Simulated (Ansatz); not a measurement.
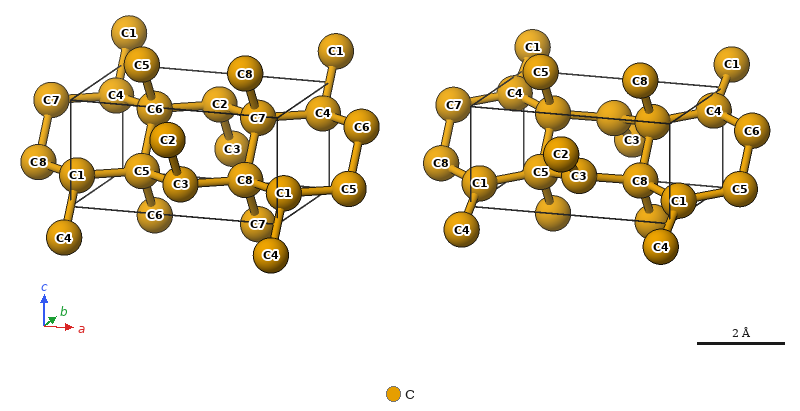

Two geometries of crystalline C (a generated structure, set up in Pmna) (coarse preliminary run), drawn at one scale. One is the start of a relaxation, the other its converged end. The picture is a ball-and-stick view of the cell of the calculation, seen slightly off an axis.

The calculation used DFT PBE, scalar-relativistic, plane waves, PAW in Ansatz. (plane-wave cutoff 420 eV; k-point mesh 4 × 6 × 8; occupations gaussian; smearing width 0.1 eV; no spin polarisation; cell and atoms relaxed; force threshold 0.04 eV/Å; at most 70 steps)

> Which geometry has the lower energy?

The left one is the relaxed one. The largest moves relative to the cell, 0.26 Å, are those of C1, C2, C3 and C4. C2 goes along [0 1 2]. Cell: a 4.864 → 5.051 Å (+3.8 %), b 3.641 → 3.571 Å (−1.9 %), c 2.370 → 2.525 Å (+6.5 %). Volume +8.5 %. Among the contacts that change: C1–C4 1.997 → 1.546 Å, C1–C5 1.456 → 1.546 Å, C1–C4 (another image) 1.473 → 1.546 Å. New bonds form: C1–C4 (2.00 → 1.55 Å), C2–C3 (2.00 → 1.55 Å). Bond angles that change, for instance: C3–C2–C6 121.3° → 109.5°, C2–C6–C5 101.8° → 109.5°, C2–C6–C4 115.4° → 109.5°. The space group (tolerance 0.01 Å) goes from Pmna (No. 53) to Fd-3m (No. 227). The energy falls by 733 meV per atom in 5 accepted moves (7 points after the start). Largest force component: 5.9 eV/Å at the start, 0.0014 eV/Å at the end. Pressure: 66.45 GPa at the start and 0.13 GPa at the end. The SCF was repeated twice at an unchanged geometry on a basis and grid sized afresh for the cell, which shifted the energy by 4.9 meV per atom at most. The run took 31 s on 1 thread of Arm Neoverse V1, on a shared host, peak memory 0.33 GiB.
